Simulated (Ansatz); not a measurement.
## Geometry relaxation of FeCo (part 3 of 3)

Continued. System: FeCo (slab, 12 atoms in the cell). Method: DFT PBEsol, scalar-relativistic, plane waves, PAW, spin-polarised (Ansatz 0.2.0); cutoff 420 eV, 12×9×1 k-mesh, Gaussian smearing of 0.1 eV, collinear spins. The structure derives from an entry of the Crystallography Open Database. It belongs to a series of runs on one base structure; here: (1 1 0) slab, atoms relaxed.

Geometry of the input (Å; fractional positions):
```
2.8004  0.0000  0.0000
0.0000  3.9604  0.0000
0.0000  0.0000  24.9010
Fe 0.5000  0.0000  0.3012
Co 0.0000  0.5000  0.3012
Fe 0.5000  0.5000  0.3807
Co 0.0000  0.0000  0.3807
Fe 0.5000  0.0000  0.4602
Co 0.0000  0.5000  0.4602
Fe 0.5000  0.5000  0.5398
Co 0.0000  0.0000  0.5398
Fe 0.5000  0.0000  0.6193
Co 0.0000  0.5000  0.6193
Fe 0.5000  0.5000  0.6988
Co 0.0000  0.0000  0.6988
```

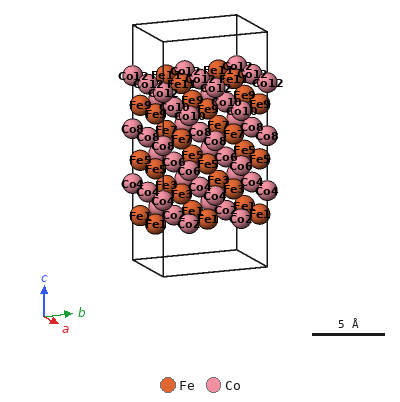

The geometry at step 3 of the log (spheres-only view of the 2 × 2 repeat of the cell, with the vacuum cut short, seen slightly off an axis; atoms are numbered from 1 in the order of the input).

**Output, continued**
```
  k-point 1 ↑: bands = ["-89.5484", "-89.5445", "-89.4869", "-89.4869", "-89.0026", "-89.0026", "-82.0115", "-82.0059", "-81.9514", "-81.9514", "-81.8380", "-81.8380", "-52.9793", "-52.9589", "-52.9466", "-52.9261", "-52.9195", "-52.9141", "-52.8921", "-52.8921", "-52.8751", "-52.8750", "-52.8724", "-52.8721", "-52.4240", "-52.4240", "-52.4093", "-52.4093", "-52.3902", "-52.3902", "-48.2069", "-48.1931", "-48.1759", "-48.1680", "-48.1662", "-48.1628", "-48.1421", "-48.1420", "-48.1409", "-48.1387", "-48.0977", "-48.0976", "-48.0843", "-48.0827", "-47.9410", "-47.9410", "-47.8864", "-47.8864", "-2.4746", "-1.7324", "-0.6426", "0.4582", "0.9406", "1.0048", "1.0454", "1.1192", "1.1327", "1.3467", "1.3844", "1.4856", "1.8866", "1.9352", "2.1069", "2.5200", "2.5736", "2.7225", "2.8252", "2.9842", "3.0062", "3.2809", "3.4172", "3.4246", "3.5348", "3.5737", "3.6193", "3.6270", "3.6422", "3.6656", "3.7393", "3.9585", "4.0373", "4.3686", "4.4103", "4.4440", "4.5009", "4.5121", "4.5695", "4.5716", "4.5971", "4.6258", "4.7208", "4.7850", "4.8193", "4.8718", "4.8826", "4.9163", "4.9364", "5.0192", "5.0734", "5.0893", "5.3553", "5.3780", "5.4019", "5.6391", "5.6790", "5.7414", "5.8335", "5.9152", "5.9395", "5.9824", "6.1063", "6.2839", "6.2841", "6.4470", "6.5195", "7.0854", "7.6938", "9.1430", "10.6975", "11.4107", "11.5898", "12.2684", "12.7531", "13.6411", "13.9048", "14.0044", "14.3620", "14.9087", "15.1836", "15.4167", "15.5029", "15.6325", "16.4069", "16.4801", "16.5660", "17.5865", "18.1038"]
  k-point 2 ↑: bands = ["-89.5480", "-89.5448", "-89.4869", "-89.4868", "-89.0025", "-89.0025", "-82.0110", "-82.0064", "-81.9515", "-81.9515", "-81.8381", "-81.8381", "-52.9769", "-52.9622", "-52.9422", "-52.9278", "-52.9187", "-52.9143", "-52.8908", "-52.8897", "-52.8749", "-52.8748", "-52.8727", "-52.8719", "-52.4239", "-52.4239", "-52.4091", "-52.4091", "-52.3888", "-52.3888", "-48.2086", "-48.2006", "-48.1761", "-48.1713", "-48.1685", "-48.1616", "-48.1421", "-48.1412", "-48.1393", "-48.1354", "-48.0981", "-48.0980", "-48.0849", "-48.0847", "-47.9427", "-47.9427", "-47.8868", "-47.8868", "-2.0953", "-1.3700", "-0.3131", "0.7346", "0.9224", "1.2289", "1.2305", "1.2666", "1.2837", "1.3603", "1.5053", "1.5594", "1.8420", "2.0705", "2.2908", "2.6582", "2.7481", "2.7985", "2.9396", "3.0792", "3.1823", "3.2781", "3.3955", "3.4450", "3.4510", "3.4625", "3.5516", "3.6062", "3.6280", "3.7018", "3.8163", "3.8232", "3.9291", "4.1118", "4.1144", "4.3003", "4.3305", "4.4149", "4.4891", "4.4969", "4.5457", "4.5644", "4.5940", "4.7054", "4.7217", "4.7218", "4.7456", "4.8622", "4.9111", "5.0498", "5.0550", "5.1708", "5.2516", "5.2787", "5.4107", "5.4802", "5.4895", "5.5082", "5.6183", "5.6603", "5.6915", "5.8676", "5.9110", "5.9619", "6.0645", "6.1211", "6.5443", "7.2112", "7.7541", "7.9470", "9.1223", "10.6752", "11.7672", "11.9206", "12.4650", "13.1162", "13.8246", "14.1764", "15.4588", "15.7925", "15.8445", "16.0963", "16.3107", "16.8138", "17.0560", "17.1487", "17.4781", "17.7811", "18.1607"]
  k-point 34 ↓: bands = ["-87.3674", "-87.3667", "-87.3136", "-87.3136", "-86.9368", "-86.9368", "-78.8199", "-78.8187", "-78.7884", "-78.7884", "-78.5441", "-78.5441", "-50.8521", "-50.8512", "-50.8454", "-50.8445", "-50.8140", "-50.8138", "-50.8064", "-50.8064", "-50.7743", "-50.7731", "-50.7584", "-50.7579", "-50.4325", "-50.4325", "-50.4222", "-50.4222", "-50.3798", "-50.3798", "-45.1080", "-45.1062", "-45.0949", "-45.0949", "-45.0840", "-45.0838", "-45.0657", "-45.0635", "-45.0359", "-45.0311", "-45.0207", "-45.0180", "-44.8175", "-44.8175", "-44.7985", "-44.7985", "-44.7941", "-44.7941", "2.2385", "2.2713", "2.2925", "2.3095", "2.4709", "2.5490", "2.6387", "2.6626", "3.1338", "3.2196", "3.2207", "3.3186", "4.1232", "4.1514", "4.1695", "4.1801", "4.3250", "4.3677", "4.3785", "4.3800", "4.4863", "4.4932", "4.5000", "4.5753", "4.8656", "4.8908", "5.0859", "5.1547", "5.5357", "5.5855", "5.7355", "5.7480", "6.6018", "6.7217", "6.8132", "6.8454", "6.9764", "7.0293", "7.0657", "7.0883", "7.1913", "7.1987", "7.2337", "7.2580", "7.3619", "7.3765", "7.4759", "7.4774", "7.5433", "7.5451", "7.6101", "7.6187", "7.8094", "7.8657", "8.0779", "8.0999", "8.1294", "8.1861", "8.2620", "8.3582", "8.3615", "8.4831", "8.4956", "8.7757", "8.9433", "9.1441", "9.1890", "9.4610", "9.5090", "9.7104", "10.0606", "10.2044", "13.3289", "13.3316", "13.4016", "13.4070", "14.8975", "15.0306", "15.0673", "15.1601", "15.7607", "15.9298", "16.3231", "16.4276", "16.6607", "16.6694", "17.3792", "17.5072", "18.0231"]
--- Relaxed structure (5 steps of the walk, 5 accepted, 0 SCFs on fresh bases) ---
  F+E_penalty+E_count = -57247.73345555 eV   max|allowed force component| = 6.907e-3 eV/Å
  atoms:
    - { symbol: Fe, position: [0.5, -4.530767477861284e-19, 0.29989501253581863] }
    - { symbol: Co, position: [0.0, 0.49999999999999994, 0.3058073874774072] }
    - { symbol: Fe, position: [0.5, 0.49999999999999994, 0.38038338475395084] }
    - { symbol: Co, position: [0.0, -9.139837469509373e-20, 0.3804540097948002] }
    - { symbol: Fe, position: [0.5, -1.713455374087914e-20, 0.46018953303600185] }
    - { symbol: Co, position: [0.0, 0.49999999999999994, 0.4604083362148733] }
    - { symbol: Fe, position: [0.5, 0.49999999999999994, 0.5398105121148777] }
    - { symbol: Co, position: [0.0, -5.92594664688349e-20, 0.5395915897697545] }
    - { symbol: Fe, position: [0.5, 1.160172515354247e-19, 0.6196165259706098] }
    - { symbol: Co, position: [0.0, 0.49999999999999994, 0.619546098880367] }
    - { symbol: Fe, position: [0.5, 0.49999999999999994, 0.7001050701478355] }
    - { symbol: Co, position: [0.0, -1.6105264787701543e-18, 0.6941925393037035] }
--- Löwdin populations: 12 sites ---
  site symbol       q [e]    m [muB]
     0     Fe     15.7156     2.9334
     1     Co     16.8324     1.7140
     2     Fe     15.7652     2.7627
     3     Co     16.7748     1.7736
     4     Fe     15.7602     2.7939
     5     Co     16.7738     1.7773
     6     Fe     15.7602     2.7939
     7     Co     16.7738     1.7773
     8     Fe     15.7652     2.7627
     9     Co     16.7748     1.7736
    10     Fe     15.7156     2.9334
    11     Co     16.8324     1.7140
  spilling = 0.013920 (of n_electrons = 198.000000)
```

**File populations.tsv**
```
# site	symbol	l	j	q_up	q_dn
# orbitals = lowdin
# n_electrons = 198.000000
# spilling = 0.013920
0	Fe	0_3S	-	0.995086	0.995476
0	Fe	0_4S	-	0.478235	0.489683
0	Fe	1_3P	-	2.998498	2.998157
0	Fe	2_3D	-	4.852710	1.907798
1	Co	0_3S	-	0.994378	0.994384
1	Co	0_4S	-	0.476879	0.511213
1	Co	1_3P	-	2.998496	2.997849
1	Co	2_3D	-	4.803435	3.055749
2	Fe	0_3S	-	0.992646	0.993149
2	Fe	0_4S	-	0.465933	0.484056
2	Fe	1_3P	-	2.998599	2.998233
2	Fe	2_3D	-	4.806736	2.025801
3	Co	0_3S	-	0.993247	0.993224
3	Co	0_4S	-	0.465295	0.491909
3	Co	1_3P	-	2.998865	2.998038
3	Co	2_3D	-	4.816787	3.017394
4	Fe	0_3S	-	0.993050	0.993543
4	Fe	0_4S	-	0.473313	0.488829
4	Fe	1_3P	-	2.998630	2.998327
4	Fe	2_3D	-	4.812057	2.002476
5	Co	0_3S	-	0.993123	0.993166
5	Co	0_4S	-	0.469945	0.490709
5	Co	1_3P	-	2.998791	2.997989
5	Co	2_3D	-	4.813714	3.016365
6	Fe	0_3S	-	0.993050	0.993543
6	Fe	0_4S	-	0.473313	0.488829
6	Fe	1_3P	-	2.998630	2.998327
6	Fe	2_3D	-	4.812057	2.002475
7	Co	0_3S	-	0.993123	0.993166
7	Co	0_4S	-	0.469945	0.490709
7	Co	1_3P	-	2.998791	2.997989
7	Co	2_3D	-	4.813715	3.016364
8	Fe	0_3S	-	0.992646	0.993149
8	Fe	0_4S	-	0.465933	0.484056
8	Fe	1_3P	-	2.998599	2.998233
8	Fe	2_3D	-	4.806736	2.025801
9	Co	0_3S	-	0.993247	0.993224
9	Co	0_4S	-	0.465295	0.491909
9	Co	1_3P	-	2.998865	2.998038
9	Co	2_3D	-	4.816787	3.017393
10	Fe	0_3S	-	0.995086	0.995476
10	Fe	0_4S	-	0.478235	0.489683
10	Fe	1_3P	-	2.998498	2.998157
10	Fe	2_3D	-	4.852710	1.907798
11	Co	0_3S	-	0.994378	0.994384
11	Co	0_4S	-	0.476879	0.511213
11	Co	1_3P	-	2.998496	2.997849
11	Co	2_3D	-	4.803435	3.055750
```

**Trajectory as extended XYZ (Å, eV, eV/Å), 5 frames, from step=1 to step=5**
```
12
Lattice="2.8004 0.0000 0.0000 0.0000 3.9604 0.0000 0.0000 0.0000 24.9010" Properties=species:S:1:pos:R:3:forces:R:3 step=1 energy=-57247.62094
Fe    1.4002    0.0000    7.5000    0.0000   0.0000  -0.1535
Co    0.0000    1.9802    7.5000    0.0000   0.0000   0.8082
Fe    1.4002    1.9802    9.4802    0.0000   0.0000  -0.6157
Co    0.0000    0.0000    9.4802    0.0000   0.0000  -0.1114
Fe    1.4002    0.0000   11.4604    0.0000   0.0000   0.0335
Co    0.0000    1.9802   11.4604    0.0000   0.0000   0.0485
Fe    1.4002    1.9802   13.4406    0.0000   0.0000  -0.0335
Co    0.0000    0.0000   13.4406    0.0000   0.0000  -0.0485
Fe    1.4002    0.0000   15.4208    0.0000   0.0000   0.6157
Co    0.0000    1.9802   15.4208    0.0000   0.0000   0.1114
Fe    1.4002    1.9802   17.4010    0.0000   0.0000   0.1535
Co    0.0000    0.0000   17.4010    0.0000   0.0000  -0.8082
12
Lattice="2.8004 0.0000 0.0000 0.0000 3.9604 0.0000 0.0000 0.0000 24.9010" Properties=species:S:1:pos:R:3:forces:R:3 step=2 energy=-57247.68876
Fe    1.4002    0.0000    7.4974    0.0000   0.0000  -0.1554
Co    0.0000    1.9802    7.5476    0.0000   0.0000   0.5254
Fe    1.4002    1.9802    9.4775    0.0000   0.0000  -0.3940
Co    0.0000    0.0000    9.4772    0.0000   0.0000  -0.0297
Fe    1.4002    0.0000   11.4601    0.0000   0.0000   0.0272
Co    0.0000    1.9802   11.4609    0.0000   0.0000   0.0469
Fe    1.4002    1.9802   13.4409    0.0000   0.0000  -0.0272
Co    0.0000    0.0000   13.4401    0.0000   0.0000  -0.0469
Fe    1.4002    0.0000   15.4235    0.0000   0.0000   0.3940
Co    0.0000    1.9802   15.4238    0.0000   0.0000   0.0297
Fe    1.4002    1.9802   17.4036    0.0000   0.0000   0.1554
Co    0.0000    0.0000   17.3534    0.0000   0.0000  -0.5253
12
Lattice="2.8004 0.0000 0.0000 0.0000 3.9604 0.0000 0.0000 0.0000 24.9010" Properties=species:S:1:pos:R:3:forces:R:3 step=3 energy=-57247.73157
Fe    1.4002    0.0000    7.4651    0.0000   0.0000   0.0188
Co    0.0000    1.9802    7.6284    0.0000   0.0000  -0.1224
Fe    1.4002    1.9802    9.4703    0.0000   0.0000   0.1097
Co    0.0000    0.0000    9.4743    0.0000   0.0000   0.0113
Fe    1.4002    0.0000   11.4609    0.0000   0.0000  -0.0315
Co    0.0000    1.9802   11.4652    0.0000   0.0000  -0.0139
Fe    1.4002    1.9802   13.4401    0.0000   0.0000   0.0315
Co    0.0000    0.0000   13.4358    0.0000   0.0000   0.0138
Fe    1.4002    0.0000   15.4306    0.0000   0.0000  -0.1095
Co    0.0000    1.9802   15.4266    0.0000   0.0000  -0.0111
Fe    1.4002    1.9802   17.4359    0.0000   0.0000  -0.0189
Co    0.0000    0.0000   17.2726    0.0000   0.0000   0.1223
12
Lattice="2.8004 0.0000 0.0000 0.0000 3.9604 0.0000 0.0000 0.0000 24.9010" Properties=species:S:1:pos:R:3:forces:R:3 step=4 energy=-57247.73346
Fe    1.4002    0.0000    7.4677    0.0000   0.0000  -0.0033
Co    0.0000    1.9802    7.6149    0.0000   0.0000   0.0018
Fe    1.4002    1.9802    9.4719    0.0000   0.0000   0.0069
Co    0.0000    0.0000    9.4737    0.0000   0.0000  -0.0016
Fe    1.4002    0.0000   11.4592    0.0000   0.0000  -0.0049
Co    0.0000    1.9802   11.4646    0.0000   0.0000   0.0000
Fe    1.4002    1.9802   13.4418    0.0000   0.0000   0.0049
Co    0.0000    0.0000   13.4364    0.0000   0.0000   0.0000
Fe    1.4002    0.0000   15.4291    0.0000   0.0000  -0.0069
Co    0.0000    1.9802   15.4273    0.0000   0.0000   0.0015
Fe    1.4002    1.9802   17.4333    0.0000   0.0000   0.0033
Co    0.0000    0.0000   17.2861    0.0000   0.0000  -0.0018
12
Lattice="2.8004 0.0000 0.0000 0.0000 3.9604 0.0000 0.0000 0.0000 24.9010" Properties=species:S:1:pos:R:3:forces:R:3 step=5 energy=-57247.73346
Fe    1.4002    0.0000    7.4677    0.0000   0.0000  -0.0034
Co    0.0000    1.9802    7.6149    0.0000   0.0000   0.0018
Fe    1.4002    1.9802    9.4719    0.0000   0.0000   0.0069
Co    0.0000    0.0000    9.4737    0.0000   0.0000  -0.0015
Fe    1.4002    0.0000   11.4592    0.0000   0.0000  -0.0050
Co    0.0000    1.9802   11.4646    0.0000   0.0000  -0.0002
Fe    1.4002    1.9802   13.4418    0.0000   0.0000   0.0050
Co    0.0000    0.0000   13.4364    0.0000   0.0000   0.0002
Fe    1.4002    0.0000   15.4291    0.0000   0.0000  -0.0069
Co    0.0000    1.9802   15.4273    0.0000   0.0000   0.0015
Fe    1.4002    1.9802   17.4333    0.0000   0.0000   0.0034
Co    0.0000    0.0000   17.2861    0.0000   0.0000  -0.0018
```

**Summary**

- outcome: converged
- electrons treated: 198
- free energy: −57247.7335 eV
- work function, top face: 4.99 eV
- work function, bottom face: 4.99 eV
- Fermi energy: 6.599 eV
- gap on the k-point mesh: none (metallic)
- net moment of the cell: 26.68 μB
- integrated absolute moment: 28.10 μB
- final volume: 276.17 Å³
- work function (upper face): 4.99 eV
- largest force (length of the vector) at the end: 0.007 eV/Å
- hardware: 4 threads of Arm Neoverse V2, 24 GiB of memory available, shared host
- wall time: 8.6 min (CPU time 34 min)
- peak memory: 2.3 GiB

**Remarks**

The program warns: the exchange-correlation potential is rough where the density is thin.
